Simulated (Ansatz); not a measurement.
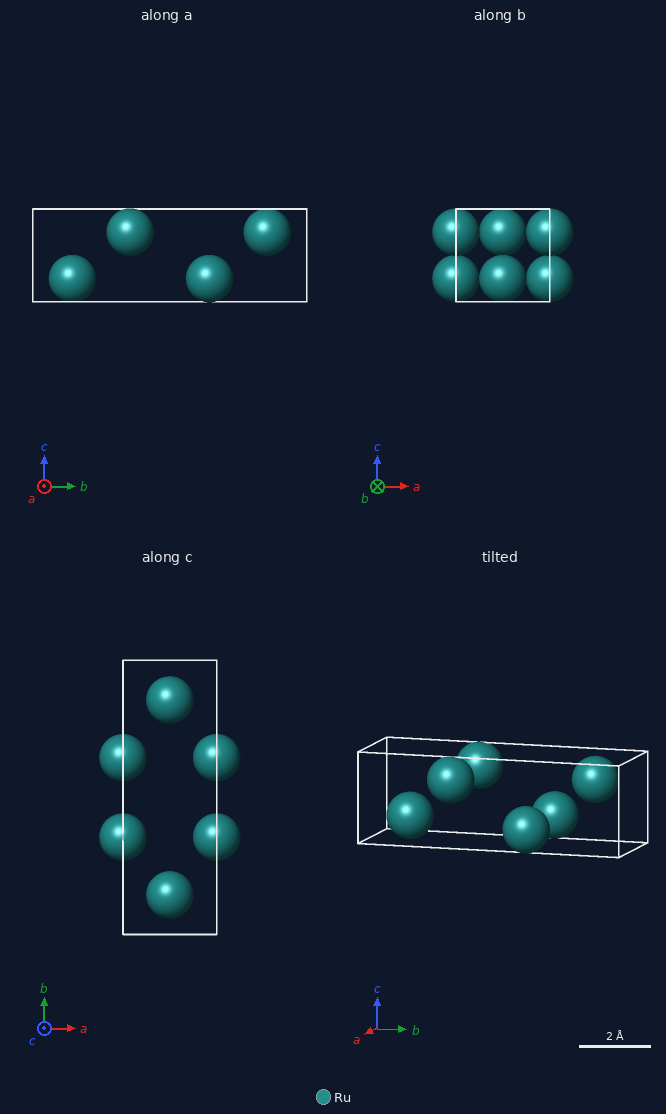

A spheres-only rendering, viewed along the a axis, along the b axis, along the c axis and slightly off an axis. Lines trace the edges of the conventional unit cell.

Lattice parameters: a = 2.6400 Å, b = 7.7243 Å, c = 2.6161 Å, α = 90.000°, β = 90.000°, γ = 90.000°.

Record the structure as a CIF in P1 with every atom of the cell, with free fractional coordinates to two decimals.

Answer.
```cif
data_structure
_symmetry_space_group_name_H-M 'P 1'
_symmetry_Int_Tables_number 1
_cell_length_a 2.6400
_cell_length_b 7.7243
_cell_length_c 2.6161
_cell_angle_alpha 90.000
_cell_angle_beta 90.000
_cell_angle_gamma 90.000
_cell_volume 53.35
loop_
_atom_site_label
_atom_site_type_symbol
_atom_site_fract_x
_atom_site_fract_y
_atom_site_fract_z
_atom_site_occupancy
Ru1 Ru 0.50 0.86 0.75 1
Ru2 Ru 0.00 0.64 0.25 1
Ru3 Ru 0.00 0.36 0.75 1
Ru4 Ru 0.50 0.14 0.25 1
```

The cell started as a structure type filled with this element by a generator (whether the element takes this form wasn't checked). Earlier steps of the study may have refined or changed the cell and positions. A calculation with Ansatz used it as input.

At this level of theory the cell isn't at rest (compressed, at 30 GPa), so its distances can differ from those at equilibrium, the more so the softer the solid.
